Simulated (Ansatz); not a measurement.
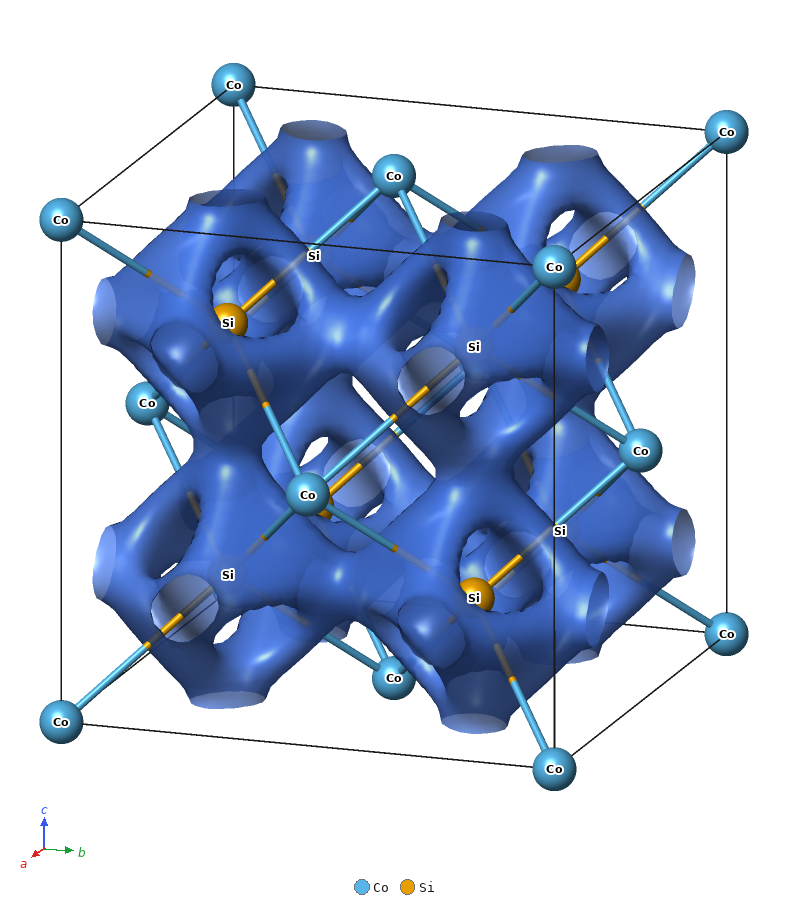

Figure 1: CoSi2. Isosurface of the electron localisation function at 0.6 (blue), seen slightly off an axis. Only the valence region is drawn (cores and ρ < 0.01 e/Å³ removed). Sticks mark near contacts.

Space group Fm-3m; computed pressure about 4 GPa in this cell; the program warned that a starting moment wasn't kept; spin-polarised, but the moments vanished.

These are results of Ansatz, Kohn-Sham DFT of a periodic cell, PBE, Ansatz PAW, not measurements.

> Describe the localisation domains.

At this value the surface marks out one network that runs through the whole crystal, counted in one cell of 12 atoms. Regions shared between cells count once.

Values along the shortest contacts:
Co–Si (2.30 Å): the ELF peaks at about 0.75 in the valence shell of Si, 0.9 Å from its nucleus, and is about 0.50 at the midpoint.
